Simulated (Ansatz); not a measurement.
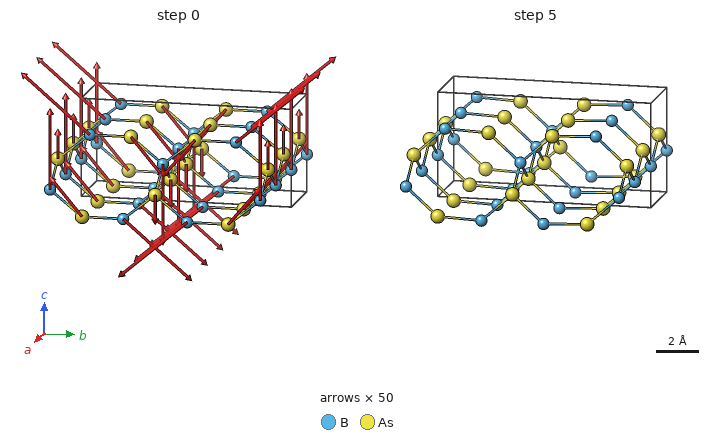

The structure of crystalline BAs (a generated structure, set up in Pmmn) (coarse preliminary run) before (left) and after (right) a relaxation, at one scale. The red arrows give the displacements (the part carried along by the change of the cell is left out), 50 times their true length.

The picture is a ball-and-stick view of the cell of the calculation, repeated 3 × 1 × 1 with one cell outlined, seen slightly off an axis.

The calculation used DFT PBE, scalar-relativistic, plane waves, PAW in Ansatz.

The input:
```yaml
crystal:
  lattice:
    - [3.32055334, 0.0, 0.0]
    - [0.0, 10.35245993, 0.0]
    - [0.0, 0.0, 4.82146299]
  atoms:
    - { symbol: B, position: [0.0, 0.65230992, 0.11960499] }
    - { symbol: B, position: [0.5, 0.84769008, 0.88039501] }
    - { symbol: B, position: [0.0, 0.0, 0.38106251] }
    - { symbol: B, position: [0.5, 0.15230992, 0.88039501] }
    - { symbol: B, position: [0.0, 0.34769008, 0.11960499] }
    - { symbol: B, position: [0.5, 0.5, 0.61893749] }
    - { symbol: As, position: [0.5, 0.65230992, 0.88039501] }
    - { symbol: As, position: [0.0, 0.84769008, 0.11960499] }
    - { symbol: As, position: [0.5, 0.0, 0.61893749] }
    - { symbol: As, position: [0.0, 0.15230992, 0.11960499] }
    - { symbol: As, position: [0.5, 0.34769008, 0.88039501] }
    - { symbol: As, position: [0.0, 0.5, 0.38106251] }
basis:
  ecutwfc: 420
kpoints:
  mp_grid: { grid: [6, 2, 4] }
hamiltonian:
  xc: pbe
scf:
  occupations: { method: gaussian, width: 0.1 }
  lower_state_search: "off"
output:
  forces: true
  stress: true
  eigenvalues: true
relax:
  adjacent_minimum: "off"
  f_tol: 0.04
  max_steps: 70
  cell: { stress_tol: 0.4 }
```

Launched with:
```bash
ansatz run input.yaml --threads 1 --pin off --max-ram 2560MiB --backend cpu --events-out ev --progress --plain --runs-dir out
```

Q: Describe what moved and what it gained.

A: The largest moves relative to the cell, 0.089 Å, are those of B1, B2, B4 and B5. B5 goes along [0 1 −2]. By element the largest moves are B 0.089 Å, As 0.050 Å. Cell: a 3.321 → 3.405 Å (+2.5 %), b 10.352 → 10.497 Å (+1.4 %), c 4.821 → 5.147 Å (+6.8 %). Volume +11.0 %. Among the contacts that change: B1–As8 2.023 → 2.153 Å, B1–As7 2.022 → 2.090 Å, B3–As9 2.018 → 2.068 Å, B1–As12 2.019 → 2.057 Å. Among the angles between lasting bonds that change: B1–As12–B5 102.7° → 96.2°, As8–B1–As12 141.4° → 135.5°, As8–B3–As10 102.7° → 96.9°. The space group stays Pmmn (No. 59). After 4 accepted moves (5 points after the start) the energy has fallen by 87.2 meV per atom. Largest force component: 1.2 eV/Å at the start, 0.011 eV/Å at the end. The pressure goes from 14.72 to 0.11 GPa. The SCF was repeated once at an unchanged geometry on a basis and grid sized afresh for the cell, which shifted the energy by 1.6 meV per atom at most.
